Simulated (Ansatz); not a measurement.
## Two runs on Ti

System: Ti (P6₃/mmc, 2 atoms in the cell).
Method of the first run: Kohn-Sham DFT of a periodic cell, PBEsol, all-electron LAPW, scalar-relativistic, no spin polarisation (Ansatz 0.2.0).

The structure derives from an entry of the Crystallography Open Database. Text and figures count atoms from 1; the logs count them from 0 in places.

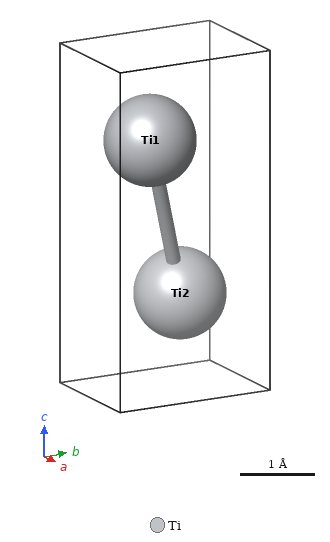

**Figure 1.** The structure (ball-and-stick view of the cell of the calculation, seen slightly off an axis; atoms are numbered from 1 in the order of the input). An atom can appear more than once, as a periodic image. Near neighbours in the periodic cell (some may lie outside the picture): Ti has 12 Ti at 2.89 to 2.95 Å.

### Input file, the first run
```yaml
crystal:
  lattice:
    - [2.95, 0.0, 0.0]
    - [-1.475, 2.5547749412, 0.0]
    - [0.0, 0.0, 4.68]
  atoms:
    - { symbol: Ti, position: [0.6666666667, 0.3333333333, 0.75] }
    - { symbol: Ti, position: [0.3333333333, 0.6666666667, 0.25] }
kpoints:
  mp_grid: { grid: [10, 10, 6] }
scf:
  occupations: { method: fermi_dirac, width: 0.05 }
hamiltonian:
  xc: pbesol
  pseudopotentials: { kind: all_electron, lapw: { basis_error: 0.001 } }
output:
  forces: true
  stress: true
  eigenvalues: true
```

Launched with:
```bash
ansatz run input.yaml --threads 1 --pin off --max-ram 3072MiB --backend cpu --events-out ev --progress --plain --runs-dir out
```

Hardware: 1 thread of Intel Xeon @ 2.50GHz (Skylake/Cascade Lake), 64 GiB of memory available, shared host.

### Output, shortened to warnings, some set-up lines, iterations and results (the first run)
```
Basis set: ecut = 219.85864572553353 eV, 263 PW (Γ), exchange–correlation at level 2
Symmetry: 24 space group operations
k-points: 56 of 600
Initial density: superposition of atomic densities (chi_scale 0.1, normalization cell)
[...]
SCF iter   1: F=—  HF=-46415.533801 eV  |F-HF|=—  |Δ(HF+E_count)|=         —  Δρ=2.59e-2  dr2=1.75e-1  ethr=7.23e-4  ⟨swp⟩=2.7  Hψ=6372  notcnv=0
SCF iter   2: F=—  HF=-46415.148739 eV  |F-HF|=—  |Δ(HF+E_count)|=   3.85e-1  Δρ=8.84e-3  dr2=2.91e-2  ethr=7.23e-4  ⟨swp⟩=3.0  Hψ=3343  notcnv=0
SCF iter   3: F=—  HF=-46415.119524 eV  |F-HF|=—  |Δ(HF+E_count)|=   2.92e-2  Δρ=5.83e-3  dr2=1.07e-2  ethr=1.21e-4  ⟨swp⟩=2.7  Hψ=3092  notcnv=0
SCF iter   4: F=—  HF=-46415.117348 eV  |F-HF|=—  |Δ(HF+E_count)|=         —  Δρ=5.51e-4  dr2=9.27e-5  ethr=3.85e-7  ⟨swp⟩=2.4  Hψ=4716  notcnv=0
SCF iter   5: F=—  HF=-46415.117329 eV  |F-HF|=—  |Δ(HF+E_count)|=   1.90e-5  Δρ=8.05e-5  dr2=1.91e-6  ethr=3.85e-7  ⟨swp⟩=2.0  Hψ=2848  notcnv=0
SCF iter   6: F=—  HF=-46415.117328 eV  |F-HF|=—  |Δ(HF+E_count)|=   1.09e-6  Δρ=1.18e-5  dr2=3.62e-8  ethr=7.95e-9  ⟨swp⟩=2.3  Hψ=2866  notcnv=0
SCF iter   7: F=-46415.117328 eV  HF=-46415.117328 eV  |F-HF|=3.49e-10  |Δ(HF+E_count)|=   9.11e-8  Δρ=6.90e-7  dr2=1.56e-10  ethr=1.51e-10  ⟨swp⟩=3.0  Hψ=3074  notcnv=0
SCF 1 converged in 7 iterations: F = -46415.117328 eV  dr2 = 1.56e-10
SCF converged after 7 iterations
Free energy (F): -46415.117328 eV
Harris-Foulkes:  -46415.117328 eV  (|F-HF|=3.49e-10)
Internal energy: -46415.097486 eV  (E = F + TS)
E sigma→0 (E₀):  -46415.107407 eV
Entropy (-TS):   -0.019841 eV (-9.921 meV/atom)
Fermi energy:    13.412212 eV
--- Per-component energies (eV) ---
  E_band       = -311.814949
  E_kinetic    = 46853.356589
  E_xc         = -2242.556494
  E_electrostatic = -91025.897581  (all electrons and nuclei)
  E_smearing   = -0.019841  (= −TS)
  E_closure    = 0.000000  (closes the sum)
  E_atoms      = -46400.709995  (free atoms, spherical and without spin; not in F)
  Σ components = -46415.117328   (vs F -46415.117328, Δ=0.00e0)
  Basis errors (estimates in eV, not in F): energy 1.3e-4 per atom: plane waves 9.1e-5 (4.6e-5 summed), levels above the bands 6.6e-16, relativity 4.9e-9, radial functions 4.2e-5, core shells 2.4e-8; eigenvalues (radial functions only) 9.6e-7; not estimated: angular momenta, meshes, grids; target …
--- Forces (eV/Å), atoms counted from 1 ---
  atom   1  Ti     0.00000000    -0.00000000     0.00000000
  atom   2  Ti     0.00000000    -0.00000000    -0.00000000
  max |Σ_I F_I| component: 7.40e-17 eV/Å
--- Stress (GPa, compression-positive) ---
       -5.544314      -0.000000       0.000000
       -0.000000      -5.544314      -0.000000
        0.000000      -0.000000      -6.055189
  P = ⅓ Tr σ = -5.7146 GPa (-57.146 kbar)
```

The second run used a changed input.

### The two runs side by side

| quantity | the first run | the second run |
| --- | --- | --- |
| outcome | converged | converged |
| free energy per atom (eV) | −23207.5587 | −23207.5684 |
| energy per atom, smearing taken to zero (eV) | −23207.5537 | −23207.5637 |
| gap on the mesh (eV) | 0.00 | 0.00 |
| pressure (GPa) | −5.71 | −3.66 |
| volume per atom (Å³) | 17.64 | 17.28 |
| largest force (eV/Å) | 0.000 | 0.000 |
| SCF iterations | 7 | 6 |
| irreducible k-points | 56 | 56 |
| plane waves at Γ | 263 | 263 |
| wall time (shared host) | 8.5 s | 7.8 s |

What was changed in the input?

The change (lines with − go, lines with + come):
```diff
-    - [0.0, 0.0, 4.68]
+    - [0.0, 0.0, 4.5864]
```

With the same functional and potentials, the second run lies 9.8 meV per atom lower. The pressure goes from −5.71 to −3.66 GPa. The volume per atom goes from 17.64 to 17.28 Å³. The SCF takes 6 iterations against 7.

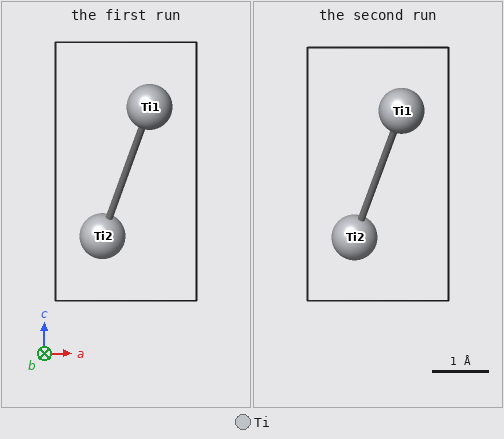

**Figure 2.** The two input geometries at one scale (ball-and-stick view of the cell of the calculation, along the b axis). The atoms keep their places relative to the cell (all moves are under 0.005 Å). Cell: a = b stay at 2.950 Å, c 4.680 → 4.586 Å (−2.0 %). Volume −2.0 %. Among the contacts that change: Ti1–Ti2 2.894 → 2.857 Å.

### Output, shortened to warnings, some set-up lines, iterations and results (the second run)
```
Basis set: ecut = 225.54303964940217 eV, 263 PW (Γ), exchange–correlation at level 2
Symmetry: 24 space group operations
k-points: 56 of 600
Initial density: superposition of atomic densities (chi_scale 0.1, normalization cell)
[...]
SCF iter   1: F=—  HF=-46415.547235 eV  |F-HF|=—  |Δ(HF+E_count)|=         —  Δρ=2.67e-2  dr2=1.83e-1  ethr=7.54e-4  ⟨swp⟩=2.7  Hψ=6364  notcnv=0
SCF iter   2: F=—  HF=-46415.165176 eV  |F-HF|=—  |Δ(HF+E_count)|=   3.82e-1  Δρ=9.29e-3  dr2=3.11e-2  ethr=7.54e-4  ⟨swp⟩=3.0  Hψ=3336  notcnv=0
SCF iter   3: F=—  HF=-46415.139038 eV  |F-HF|=—  |Δ(HF+E_count)|=         —  Δρ=5.94e-3  dr2=1.09e-2  ethr=1.30e-4  ⟨swp⟩=2.3  Hψ=3043  notcnv=0
SCF iter   4: F=—  HF=-46415.136859 eV  |F-HF|=—  |Δ(HF+E_count)|=   2.18e-3  Δρ=5.94e-4  dr2=1.05e-4  ethr=4.36e-7  ⟨swp⟩=2.2  Hψ=4687  notcnv=0
SCF iter   5: F=—  HF=-46415.136847 eV  |F-HF|=—  |Δ(HF+E_count)|=   1.12e-5  Δρ=7.33e-5  dr2=1.50e-6  ethr=4.36e-7  ⟨swp⟩=2.0  Hψ=2840  notcnv=0
SCF iter   6: F=-46415.136846 eV  HF=-46415.136846 eV  |F-HF|=3.89e-9  |Δ(HF+E_count)|=   1.48e-6  Δρ=4.56e-6  dr2=5.90e-9  ethr=6.25e-9  ⟨swp⟩=3.0  Hψ=3003  notcnv=0
SCF 1 converged in 6 iterations: F = -46415.136846 eV  dr2 = 5.90e-9
SCF converged after 6 iterations
Free energy (F): -46415.136846 eV
Harris-Foulkes:  -46415.136846 eV  (|F-HF|=3.89e-9)
Internal energy: -46415.118100 eV  (E = F + TS)
E sigma→0 (E₀):  -46415.127473 eV
Entropy (-TS):   -0.018746 eV (-9.373 meV/atom)
Fermi energy:    13.741615 eV
--- Per-component energies (eV) ---
  E_band       = -303.626013
  E_kinetic    = 46854.739239
  E_xc         = -2243.014974
  E_electrostatic = -91026.842365  (all electrons and nuclei)
  E_smearing   = -0.018746  (= −TS)
  E_closure    = 0.000000  (closes the sum)
  E_atoms      = -46400.709995  (free atoms, spherical and without spin; not in F)
  Σ components = -46415.136846   (vs F -46415.136846, Δ=0.00e0)
  Basis errors (estimates in eV, not in F): energy 1.3e-4 per atom: plane waves 9.3e-5 (4.8e-5 summed), levels above the bands 4.4e-16, relativity 4.3e-9, radial functions 4.0e-5, core shells 3.6e-8; eigenvalues (radial functions only) 8.6e-7; not estimated: angular momenta, meshes, grids; target …
--- Forces (eV/Å), atoms counted from 1 ---
  atom   1  Ti    -0.00000000     0.00000000     0.00000000
  atom   2  Ti     0.00000000     0.00000000     0.00000000
  max |Σ_I F_I| component: 3.70e-17 eV/Å
--- Stress (GPa, compression-positive) ---
       -4.117227       0.000000       0.000000
       -0.000000      -4.117227       0.000000
        0.000000       0.000000      -2.745981
  P = ⅓ Tr σ = -3.6601 GPa (-36.601 kbar)
```

For the first run: The cell is under a tension of 5.7 GPa at this level, so it is not at its equilibrium volume.
